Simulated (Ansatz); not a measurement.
Geometry relaxation, with input and output: Ti2B3 (part 1 of 2)

System: Ti2B3 (P4mm, 5 atoms in the cell).
Method: DFT PBE, scalar-relativistic, plane waves, PAW, no spin polarisation (Ansatz 0.2.0).

The structure was made by a generator, so it may or may not be a known phase.

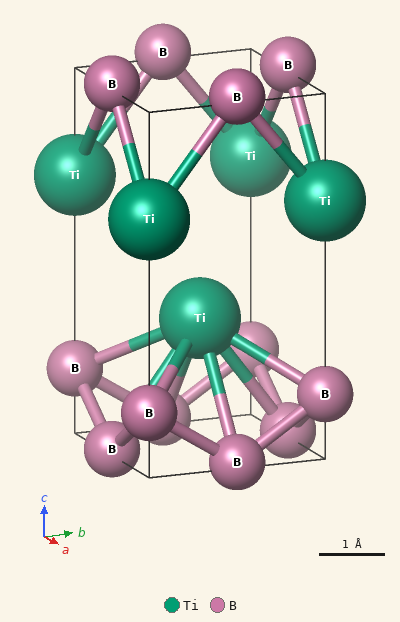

Figure 1. The structure as given in the input (ball-and-stick view of the cell of the calculation, seen slightly off an axis). An atom can appear more than once, as a periodic image.

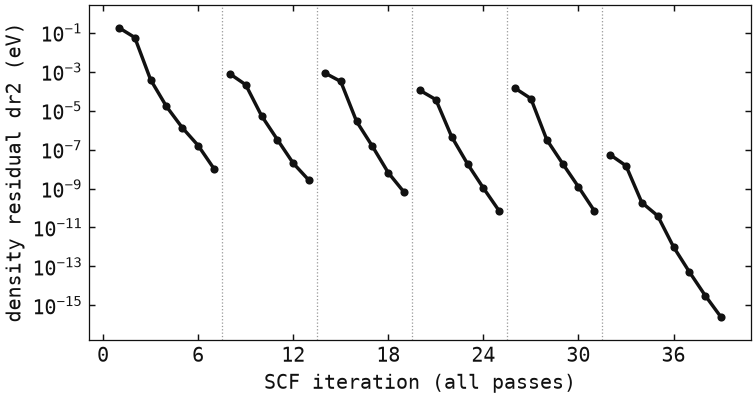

Figure 2. Convergence of the self-consistent field: density residual dr2 against the SCF iteration. The dotted lines part the SCF passes of the relaxation: geometry steps, rejected trials and re-solves on a re-selected basis. The 6 passes take 6 to 8 iterations each, 39 in all.

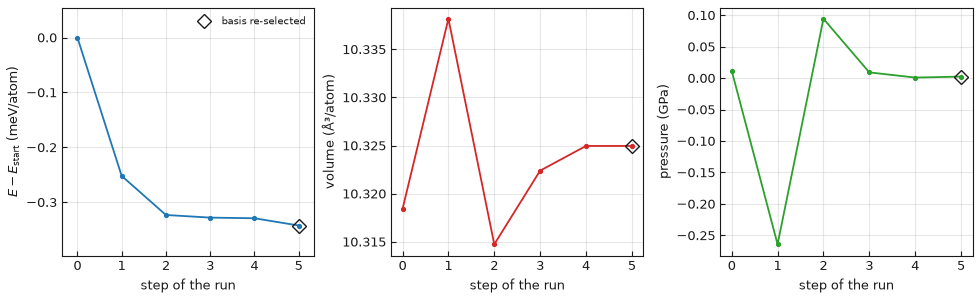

Figure 3. Progress of the relaxation, step by step (the first geometry is step 0 here and step 1 in the log).

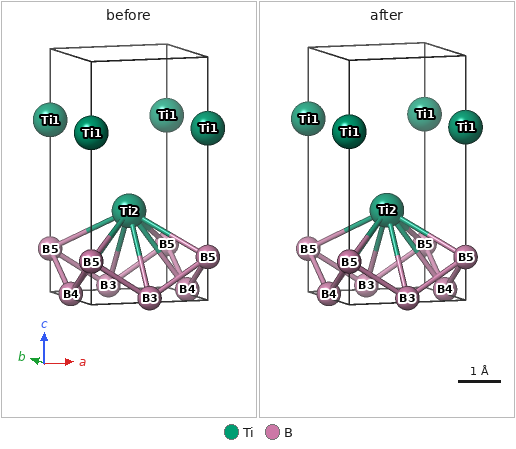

Figure 4. Before (left) and after (right) the relaxation, at one scale (ball-and-stick view of the cell of the calculation, seen slightly off an axis). B5 moves most relative to the cell: 0.009 Å. By element the largest moves are B 0.009 Å, Ti 0.004 Å. Cell: a = b 2.965 → 2.958 Å (−0.3 %), c 5.867 → 5.900 Å (+0.6 %). Volume +0.1 %. Among the contacts that change: Ti2–B3 2.451 → 2.460 Å, B3–B5 1.755 → 1.750 Å. The space group stays P4mm (No. 99). The energy falls by 0.3 meV per atom in 4 geometry steps. The largest force component goes from 0.08 to 0.0015 eV/Å. The pressure goes from 0.01 to 0.00 GPa. A last SCF at the same geometry on a re-selected plane-wave basis shifts the energy by next to nothing (0.0 meV per atom). (Atoms are counted from 1 in the order of the input.)

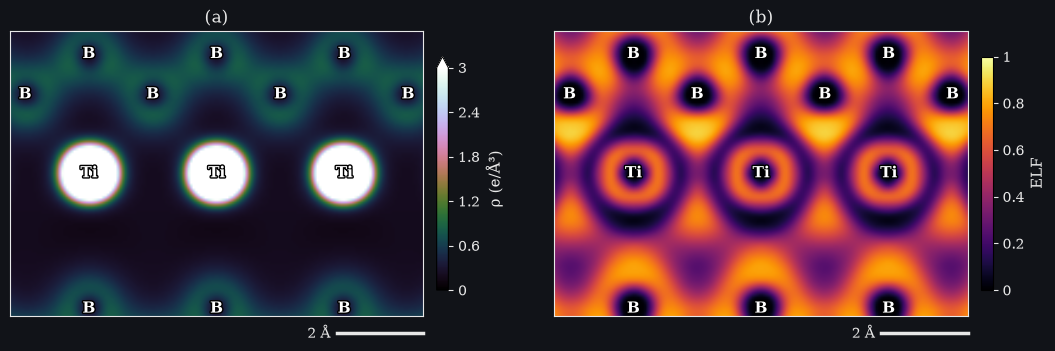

Figure 5. (a) valence pseudo-density; (b) electron localisation function on the (010) plane of the conventional cell. Ti–B (2.35 Å): ρ is about 0.36 e/Å³ halfway; the ELF is about 0.30 at the midpoint. Away from the nuclei the density in this plane falls to 0.15 e/Å³ at its lowest.  The strong features right at Ti lie inside the PAW spheres (semicore, d or f shells) and say nothing about bonding. Core electrons are frozen (PAW), so the fields are smoothed inside the atomic spheres.

The input and output of the run follow.

**The input**
```yaml
crystal:
  lattice:
    - [2.9654739643, 0.0, 0.0]
    - [0.0, 2.9654739643, 0.0]
    - [0.0, 0.0, 5.8667102579]
  atoms:
    - { symbol: Ti, position: [0.0, 0.0, 0.7070160467] }
    - { symbol: Ti, position: [0.5, 0.5, 0.3501186749] }
    - { symbol: B, position: [0.5, 0.0, 0.0175569976] }
    - { symbol: B, position: [0.0, 0.5, 0.0175569976] }
    - { symbol: B, position: [0.0, 0.0, 0.1777512032] }
basis:
  ecutwfc: 420
kpoints:
  mp_grid: { grid: [12, 12, 6] }
hamiltonian:
  xc: pbe
scf:
  occupations: { method: gaussian, width: 0.1 }
output:
  forces: true
  stress: true
  eigenvalues: true
  write_density: true
  write_potential: true
  elf: true
  volumetric_format: npy
relax:
  adjacent_minimum: "off"
  f_tol: 0.01
  max_steps: 80
  cell: { stress_tol: 0.05 }
```

Launched with:
```bash
ansatz run input.yaml --threads 1 --pin off --max-ram 2560MiB --backend cpu --events-out ev --progress --plain --runs-dir out
```

**Log**
```
Engine: ansatz 0.2.0, x86_64-unknown-linux-gnu
Pseudopotentials: kind: paw
Pseudopotential: Ti, paw, valence charge 12, recommended cutoff 420 eV (normal), Ti.paw.azcp
Pseudopotential: B, paw, valence charge 3, recommended cutoff 420 eV (normal), B.paw.azcp
Functional definition: PBE
  parameter kappa = 0.804
  parameter beta = 0.06672455060314922
  exchange = pbe_x(kappa = kappa, mu = beta*pi^2/3)
  correlation = pbe_c(beta = beta)
Crystal: 5 atoms, lattice volume = 51.592 Å³
Basis set: ecut = 420 eV, 975 PW (Γ), exchange–correlation on 40×40×80 points (8 copies of the dense FFT grid, shifted against one another)
Bands: 22, of which v1, the nominal top of the filled ones, is band 17 counted from 1 (16 counted from 0)
Symmetry: 8 space group operations
Space group: P4mm (ITA 99), of the structure as read, at distance tolerance 3.7e-5 Å
k-points: 112 of 864 (time reversal used)
Non-local potential: Ti, projectors of the file, l = 0: 3, l = 1: 2, l = 2: 3, l = 3: 1
Non-local potential: B, projectors of the file, l = 0: 2, l = 1: 2, l = 2: 1
PAW form: soft (Blöchl's): semilocal exchange-correlation on the pseudo side does not see the compensation charge
PAW one-centre angular grid: Ti, 590 points (default); XC on 64 Gauss nodes
PAW one-centre angular grid: B, 110 points (default); XC on 64 Gauss nodes
Initial density: superposition of atomic densities (neutral atoms: chi_scale 0, normalization atom), corrected by the library's trained network
Initial wavefunctions: pseudopotential atomic-orbital guess
Functional: x = pbe(κ = 0.804, μ = 0.2195149727645171), c = pbe(β = 0.06672455060314922)
SCF iter   1: F=—  HF=-5467.829587 eV  |F-HF|=—  |Δ(HF+E_count)|=         —  Δρ=1.08e-2  dr2=1.80e-1  ethr=1.77e-3  ⟨swp⟩=4.7  Hψ=10675  notcnv=0
preconditioner: auto → Kerker (q_TF=auto, 2.532 Å⁻¹)  [metal: Δε(μ)=0.006 eV  Ē_g=6.463 eV  σ=0.100 eV  W_gap=0.03  n_scr=16 (ndim 8)  ℏωp=21.3 eV  f_vac=0.000  D(μ)=3.10/eV (n_scr^D=38)]
SCF iter   2: F=—  HF=-5467.818612 eV  |F-HF|=—  |Δ(HF+E_count)|=   1.10e-2  Δρ=5.93e-3  dr2=5.66e-2  ethr=5.45e-4  ⟨swp⟩=1.0  Hψ=3360  notcnv=0
SCF iter   3: F=—  HF=-5467.813333 eV  |F-HF|=—  |Δ(HF+E_count)|=   5.28e-3  Δρ=7.08e-4  dr2=3.83e-4  ethr=1.71e-4  ⟨swp⟩=1.7  Hψ=2746  notcnv=0
SCF iter   4: F=—  HF=-5467.813307 eV  |F-HF|=—  |Δ(HF+E_count)|=   2.57e-5  Δρ=1.89e-4  dr2=1.63e-5  ethr=1.16e-6  ⟨swp⟩=2.0  Hψ=3251  notcnv=0
SCF iter   5: F=—  HF=-5467.813449 eV  |F-HF|=—  |Δ(HF+E_count)|=   1.42e-4  Δρ=5.10e-5  dr2=1.32e-6  ethr=4.95e-8  ⟨swp⟩=2.2  Hψ=4037  notcnv=0
SCF iter   6: F=—  HF=-5467.813449 eV  |F-HF|=—  |Δ(HF+E_count)|=   9.43e-8  Δρ=1.37e-5  dr2=1.61e-7  ethr=4.00e-9  ⟨swp⟩=2.8  Hψ=4140  notcnv=0
SCF iter   7: F=-5467.813449 eV  HF=-5467.813449 eV  |F-HF|=6.22e-9  |Δ(HF+E_count)|=   1.51e-8  Δρ=4.30e-6  dr2=1.04e-8  ethr=3.03e-10  ⟨swp⟩=10.1  Hψ=14787  notcnv=0
SCF 1 converged in 7 iterations: F = -5467.813449 eV  dr2 = 1.04e-8
  greatest PAW one-centre occupation: 0.999 electrons in one spin orbital (limit 2), on the Ti atom at site 0 (counted from 0), in its partial waves of l = 0
relax step   1: F+E_penalty+E_count = -5467.81344852 eV  Δ(F+E_penalty+E_count) = +0.000e0 eV  max|allowed force component| = 8.046e-2 eV/Å  Δτ_max = 0.0000 Å  P = +0.012 GPa  Ω = 51.592 Å³  (7 SCF iters, dr2 threshold 1.00e-7 eV, accepted)
Crystal: 5 atoms, lattice volume = 51.691 Å³
Basis set: ecut = 420 eV, 983 PW (Γ), exchange–correlation on 40×40×80 points (8 copies of the dense FFT grid, shifted against one another)
Initial density: handed on by an earlier stage of this run
Initial wavefunctions: those handed on with the density
iter 1 solved again at ethr=2.28e-6 eV; its pass at ethr=3.10e-3 eV (dr2=7.54e-4 eV) is discarded
SCF iter   1: F=—  HF=-5467.814680 eV  |F-HF|=—  |Δ(HF+E_count)|=         —  Δρ=9.76e-4  dr2=7.74e-4  ethr=2.28e-6  ⟨swp⟩=2.0  Hψ=13947  notcnv=0
preconditioner: auto → Kerker (q_TF=auto, 2.532 Å⁻¹)  [metal: Δε(μ)=0.004 eV  Ē_g=6.498 eV  σ=0.100 eV  W_gap=0.02  n_scr=16 (ndim 8)  ℏωp=21.3 eV  f_vac=0.000  D(μ)=3.21/eV (n_scr^D=38)]
SCF iter   2: F=—  HF=-5467.814604 eV  |F-HF|=—  |Δ(HF+E_count)|=   7.65e-5  Δρ=4.98e-4  dr2=2.13e-4  ethr=2.28e-6  ⟨swp⟩=1.0  Hψ=2464  notcnv=0
SCF iter   3: F=—  HF=-5467.814711 eV  |F-HF|=—  |Δ(HF+E_count)|=   1.07e-4  Δρ=8.19e-5  dr2=5.46e-6  ethr=6.47e-7  ⟨swp⟩=1.1  Hψ=2471  notcnv=0
iter 4 did not close the SCF: its close was put off for the readings that it lacked (scf_convergence_deferred on its scf_iter line)
SCF iter   4: F=-5467.814709 eV  HF=-5467.814709 eV  |F-HF|=1.68e-7  |Δ(HF+E_count)|=   1.48e-6  Δρ=2.11e-5  dr2=3.24e-7  ethr=1.65e-8  ⟨swp⟩=2.4  Hψ=3205  notcnv=0
iter 5 did not close the SCF: its close was put off for the readings that it lacked (scf_convergence_deferred on its scf_iter line)
SCF iter   5: F=-5467.814709 eV  HF=-5467.814709 eV  |F-HF|=1.10e-8  |Δ(HF+E_count)|=   6.25e-8  Δρ=6.35e-6  dr2=1.99e-8  ethr=9.82e-10  ⟨swp⟩=2.2  Hψ=3183  notcnv=0
SCF iter   6: F=-5467.814709 eV  HF=-5467.814709 eV  |F-HF|=1.70e-9  |Δ(HF+E_count)|=   2.34e-9  Δρ=2.04e-6  dr2=2.61e-9  ethr=6.04e-11  ⟨swp⟩=5.5  Hψ=14508  notcnv=0
SCF 2 converged in 6 iterations: F = -5467.814709 eV  dr2 = 2.61e-9
relax step   2: F+E_penalty+E_count = -5467.81470908 eV  Δ(F+E_penalty+E_count) = -1.261e-3 eV  max|allowed force component| = 6.544e-2 eV/Å  Δτ_max = 0.0041 Å  P = -0.264 GPa  Ω = 51.691 Å³  energy of the carried Pulay correction = -9.514e-5 eV  (6 SCF iters, dr2 threshold 5.00e-7 eV, accepted)
Crystal: 5 atoms, lattice volume = 51.574 Å³
iter 1 solved again at ethr=2.59e-6 eV; its pass at ethr=3.10e-3 eV (dr2=8.54e-4 eV) is discarded
SCF iter   1: F=—  HF=-5467.815084 eV  |F-HF|=—  |Δ(HF+E_count)|=         —  Δρ=7.32e-4  dr2=8.50e-4  ethr=2.59e-6  ⟨swp⟩=1.1  Hψ=11744  notcnv=0
preconditioner: auto → Kerker (q_TF=auto, 2.533 Å⁻¹)  [metal: Δε(μ)=0.017 eV  Ē_g=6.510 eV  σ=0.100 eV  W_gap=0.10  n_scr=16 (ndim 8)  ℏωp=21.3 eV  f_vac=0.000  D(μ)=3.15/eV (n_scr^D=38)]
SCF iter   2: F=—  HF=-5467.814990 eV  |F-HF|=—  |Δ(HF+E_count)|=   9.45e-5  Δρ=4.13e-4  dr2=3.13e-4  ethr=2.58e-6  ⟨swp⟩=1.0  Hψ=2464  notcnv=0
SCF iter   3: F=—  HF=-5467.814933 eV  |F-HF|=—  |Δ(HF+E_count)|=   5.72e-5  Δρ=5.46e-5  dr2=2.77e-6  ethr=9.48e-7  ⟨swp⟩=2.0  Hψ=2875  notcnv=0
SCF iter   4: F=—  HF=-5467.815065 eV  |F-HF|=—  |Δ(HF+E_count)|=   1.32e-4  Δρ=1.58e-5  dr2=1.46e-7  ethr=8.23e-10  ⟨swp⟩=7.4  Hψ=16240  notcnv=0
iter 5 did not close the SCF: its close was put off for the readings that it lacked (scf_convergence_deferred on its scf_iter line)
SCF iter   5: F=-5467.815065 eV  HF=-5467.815065 eV  |F-HF|=1.64e-9  |Δ(HF+E_count)|=   1.49e-8  Δρ=3.74e-6  dr2=6.45e-9  ethr=4.42e-10  ⟨swp⟩=2.5  Hψ=3615  notcnv=0
SCF iter   6: F=-5467.815065 eV  HF=-5467.815065 eV  |F-HF|=3.28e-10  |Δ(HF+E_count)|=  5.53e-10  Δρ=1.06e-6  dr2=6.43e-10  ethr=1.95e-11  ⟨swp⟩=4.9  Hψ=12845  notcnv=0
SCF 3 converged in 6 iterations: F = -5467.815065 eV  dr2 = 6.43e-10
relax step   3: F+E_penalty+E_count = -5467.81506482 eV  Δ(F+E_penalty+E_count) = -3.557e-4 eV  max|allowed force component| = 3.015e-2 eV/Å  Δτ_max = 0.0041 Å  P = +0.094 GPa  Ω = 51.574 Å³  energy of the carried Pulay correction = +1.772e-5 eV  (6 SCF iters, dr2 threshold 2.72e-7 eV, accepted)
Crystal: 5 atoms, lattice volume = 51.612 Å³
iter 1 solved again at ethr=3.36e-7 eV; its pass at ethr=3.10e-3 eV (dr2=1.11e-4 eV) is discarded
```
